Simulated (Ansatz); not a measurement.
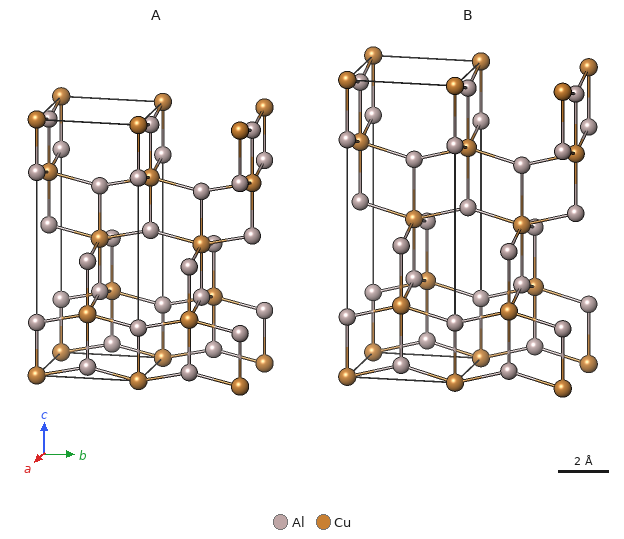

Two geometries of solid Al$_{2}$Cu (built on the anatase_141 type) (coarse preliminary run), drawn at one scale. One is the start of a relaxation, the other its converged end. The picture is a ball-and-stick view of the conventional cell (2 times the calculation's cell), repeated 1 × 2 × 1 with one cell outlined, seen slightly off an axis. Lengths and directions refer to the drawn axes.

All numbers below come from Ansatz, DFT PBE, scalar-relativistic, plane waves, PAW. Set-up: plane-wave cutoff 420 eV; k-point mesh 6 × 6 × 6; occupations gaussian; smearing width 0.1 eV; no spin polarisation; cell and atoms relaxed; force threshold 0.04 eV/Å; at most 70 steps.

### Which of the two is the end point?

Structure B is the relaxed one. Case: anatase type (I4_1/amd, No. 141). After 6 accepted moves (8 points after the start) the energy has fallen by 354 meV per atom. Largest force component: 1.3 eV/Å at the start, 0.0069 eV/Å at the end. Pressure: 28.28 GPa at the start and 0.04 GPa at the end. At 2 points the geometry stayed and the basis and grid were re-selected for the new cell (energy shift of 9.6 meV per atom at most each time). The largest moves relative to the cell, 0.066 Å, are those of Al atoms. Cu stays in place. Cell: a = b 4.246 → 4.500 Å (+6.0 %), c 10.673 → 12.377 Å (+16.0 %). Volume +30.3 %. Among the contacts that change: Al–Cu 2.205 → 2.491 Å, Al–Cu 2.173 → 2.330 Å. Bond angles that change, for instance: Cu–Al–Cu 155.4° → 150.0°, Al–Cu–Al 155.4° → 150.0°, Cu–Al–Cu 102.3° → 105.0°. The space group stays I4_1/amd (No. 141).
